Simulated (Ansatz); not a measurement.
Consider Al3P4.

Input

```
crystal:
  lattice:
    - [5.216684, -5.774971, 0.000194]
    - [4.693231, -0.523647, 5.868521]
    - [0.502907, -5.272259, 5.889262]
  atoms:
    - { symbol: Al, position: [0.9791958553, 0.5933059072, 0.9782991504] }
    - { symbol: Al, position: [0.0362988702, 0.5401782309, 0.4388980908] }
    - { symbol: Al, position: [0.9815034149, 0.0052485074, 0.9986389623] }
    - { symbol: Al, position: [0.5365624364, 0.4332207635, 0.0250554605] }
    - { symbol: Al, position: [0.5075798465, 0.515938601, 0.4968810133] }
    - { symbol: Al, position: [0.4995000901, 0.9580235756, 0.4987033988] }
    - { symbol: P, position: [0.5093165589, 0.1846587906, 0.9466926145] }
    - { symbol: P, position: [0.3873941534, 0.3536202686, 0.4141143404] }
    - { symbol: P, position: [0.2623208038, 0.7301902843, 0.8902686373] }
    - { symbol: P, position: [0.3352076708, 0.9318871904, 0.3414653945] }
    - { symbol: P, position: [0.8981196998, 0.4373904302, 0.8500347295] }
    - { symbol: P, position: [0.8689472799, 0.3816219161, 0.4025741885] }
    - { symbol: P, position: [0.8237705817, 0.0107537349, 0.811076442] }
    - { symbol: P, position: [0.8686359864, 0.9293697359, 0.3852373106] }
basis:
  ecutwfc: 420
kpoints:
  mp_grid: { grid: [5, 5, 5] }
hamiltonian:
  xc: pbe
scf:
  occupations: { method: gaussian, width: 0.1 }
  n_extra_bands: 8
output:
  forces: true
  stress: true
  eigenvalues: true
  populations: true
  dos:
    method: { smearing: { sigma: 0.1, scheme: gaussian } }
    projected: true
    de: 0.02
  write_density: true
  write_potential: true
  elf: true
  volumetric_format: npy
```

Launched as:

```sh
ansatz run input.yaml --threads 4 --pin off --max-ram 9216MiB --backend cpu --events-out ev --progress --plain --runs-dir out
```

Below, planes, directions and counts refer to the conventional cell (a = 6.33 Å, b = 7.53 Å, c = 7.56 Å, α = 102.34°, β = 111.42°, γ = 110.95°).

Space group P1; a generated structure, not necessarily the stable one; not relaxed (largest force 0.4 eV/Å).

All numbers below come from Ansatz, DFT PBE, scalar-relativistic, plane waves, PAW.

Question: What can the converged valence pseudo-density and electron localisation function tell about the bonding?

Answer: Al–P (2.37 Å): ρ at the midpoint is about 0.48 e/Å³; the ELF peaks at about 0.90 between the atoms.

Question: Does the calculation give a band gap?

Answer: It is gapless in this calculation (a metal or semimetal).

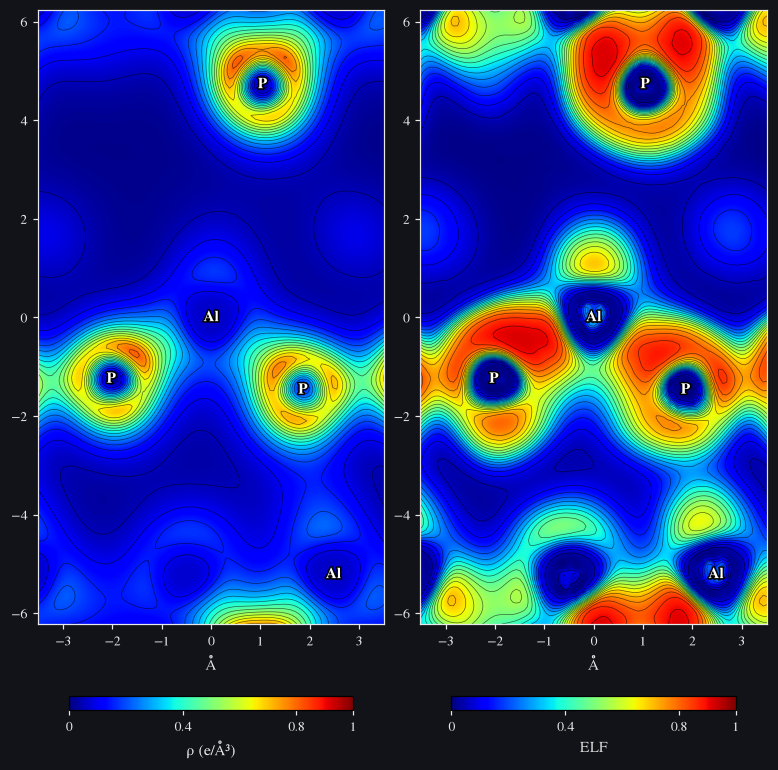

Computed valence pseudo-density and electron localisation function on the (011) plane of the conventional cell, in this order. Atoms just off the plane (Al, 0.3 Å away) can leave unmarked features too.
